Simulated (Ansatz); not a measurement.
## K in space group Cmcm: the states at the Fermi level

```cif
data_structure
_symmetry_space_group_name_H-M 'P 1'
_symmetry_Int_Tables_number 1
_cell_length_a 4.7251
_cell_length_b 4.7251
_cell_length_c 7.8118
_cell_angle_alpha 90.000
_cell_angle_beta 90.000
_cell_angle_gamma 117.877
_cell_volume 154.17
loop_
_atom_site_label
_atom_site_type_symbol
_atom_site_fract_x
_atom_site_fract_y
_atom_site_fract_z
_atom_site_occupancy
K1 K 0.82061 0.17939 0.25000 1
K2 K 0.17939 0.82061 0.75000 1
```

All numbers here come from DFT PBE, scalar-relativistic, plane waves, PAW; levels and slopes on a dense k mesh at the converged density (Ansatz). No spin polarisation. The levels come from a k mesh of 22×22×12 points. Unrelaxed database geometry. The cell comes from a database of computed structures, not from a measurement.

Part 1: The sheets

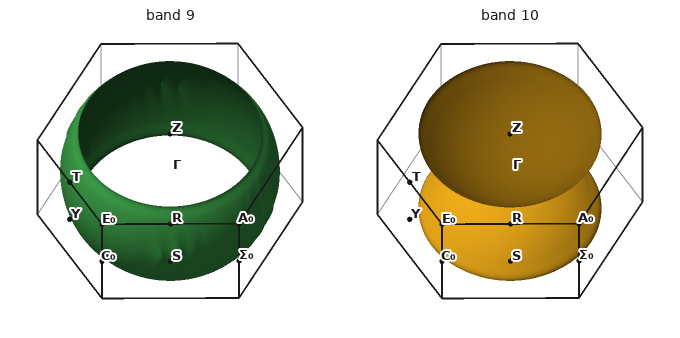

The figure shows the computed Fermi surface of this crystal. Each panel holds one band. The brighter face of a sheet looks towards empty states.

Q: What does each sheet look like, and where are the electron and hole pockets?

A: Two bands cross the Fermi level; this is a three-dimensional metal.

Band 9: one open electron tube parallel to Γ–Z.
Band 10: one electron pocket centred at Z (26 % of the zone).
A pocket cut by a face of the zone is counted once with the part on the opposite face.
The shape of the surface of band 9 changes its kind within 0.05 eV of this level, so small parts may appear, vanish, join or separate.

Part 2: Cuts and bands

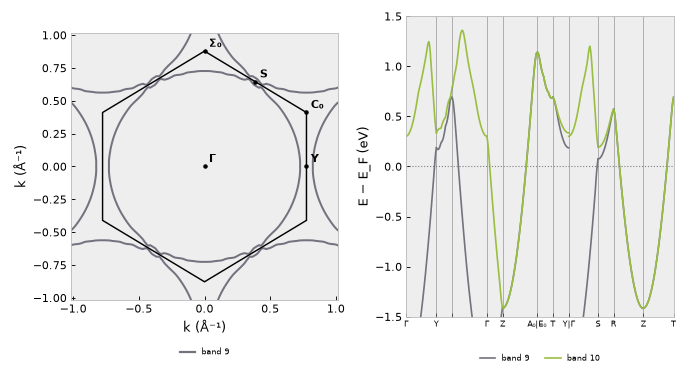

This crystal: cut through the Fermi surface in the plane through Γ, Y and S, and the bands that cross the Fermi level.

Q: For each band, read its level at the labelled points (eV from the Fermi level).

A:
```
   band      Γ      Y      T      Z      S      R
 band 9  below  +0.19  +0.69  −1.42  +0.07  +0.57
band 10  +0.30  +0.34  +0.69  −1.42  +0.19  +0.57
```

Negative values are filled states; "above" and "below" lie outside the plotted window.

Part 3: Speeds

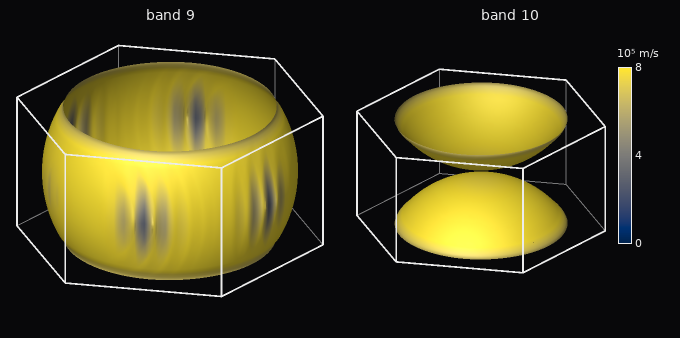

Fermi surface of this crystal, coloured by the Fermi speed.

Q: Give the range and mean of the Fermi speed for each band.

A: Band 9: 6.2 to 8.0 × 10⁵ m/s over most of the sheet, 7.5 × 10⁵ m/s on average over states. Band 10: 6.6 to 8.0 × 10⁵ m/s over most of the sheet, 7.7 × 10⁵ m/s on average over states.

Necks and pockets thinner than about two mesh steps aren't resolved, so separate pockets may in truth be joined.

Cost: 95 s on 1 thread of Arm Neoverse V1, on a shared host, peak memory 1.2 GiB.
